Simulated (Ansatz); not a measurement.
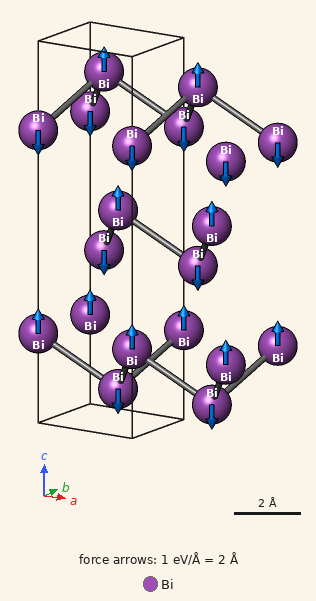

A changed version of a crystal of Bi (set up in R-3m), with the computed forces as blue arrows. Besides, all lengths are scaled by −1.4 % (volume −4.0 %). A ball-and-stick model of the conventional cell (3 times the calculation's cell), repeated 2 × 1 × 1 with one cell outlined, seen slightly off an axis. Lengths and directions refer to the drawn axes.

All numbers below come from DFT, PBE, PAW with Ansatz's default frozen-core files, scalar-relativistic in Ansatz. (plane-wave cutoff 420 eV; k-point mesh 11 × 11 × 11; occupations fermi dirac; smearing width 0.03 eV; no spin polarisation)

Where do the forces point?

Answer. The atoms keep their fractional coordinates. No relaxation follows. Among the bonded contacts that change: Bi–Bi 3.071 → 3.030 Å. The space group stays R-3m (No. 166). It costs 25.4 meV per atom. Pressure: 1.8 GPa before, 4.1 GPa after. The principal stresses (compression positive) are 3.9 GPa along c and 4.1 GPa across it. The largest forces, 0.39 eV/Å, act on 2 Bi atoms of the calculation's cell.
